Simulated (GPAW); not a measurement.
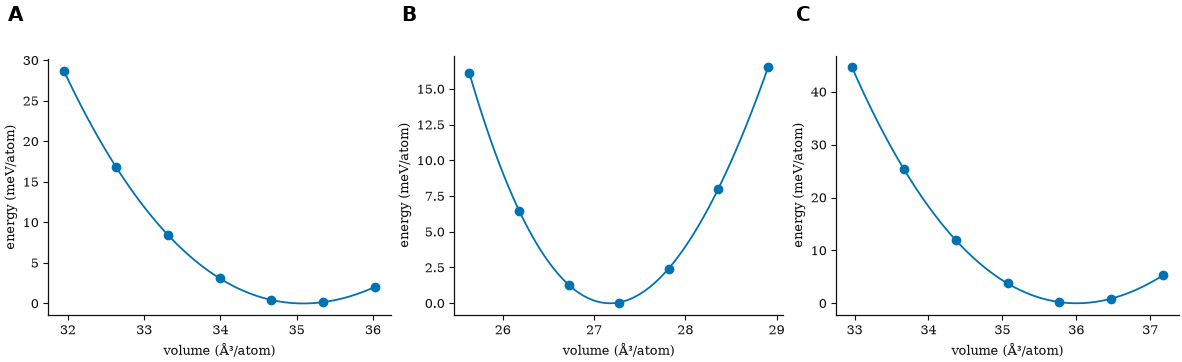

Each panel shows the energy against volume for one of these solids: Bi, R-3m (No. 166); Br, Cmce (No. 64); SnSe, Fm-3m (No. 225).

How it was computed, with GPAW 26.7.0: PAW DFT in plane waves, on a grid or in atomic orbitals, no spin polarisation; energies at scaled volumes of the given cell, shape and fractions fixed, counted from the fit's minimum, third-order Birch-Murnaghan fit. Level: r2SCAN.

### Match the panels to the solids.

A is Br (energy from 0.16 meV/atom to 28.64 meV/atom, V0 35.09 Å³/atom, B0 27.3 GPa); B is SnSe (energy from 0.04 meV/atom to 16.50 meV/atom, V0 27.18 Å³/atom, B0 53.4 GPa); C is Bi (energy from 0.23 meV/atom to 44.63 meV/atom, V0 36 Å³/atom, B0 47.3 GPa).

For Bi, limits of the calculation: spin-orbit coupling left out, heavy elements; shape and atomic fractions are frozen while scaling, which makes layered, chain and framework solids too stiff.

For Br, limits of the calculation: shape and atomic fractions are frozen while scaling, which makes layered, chain and framework solids too stiff.
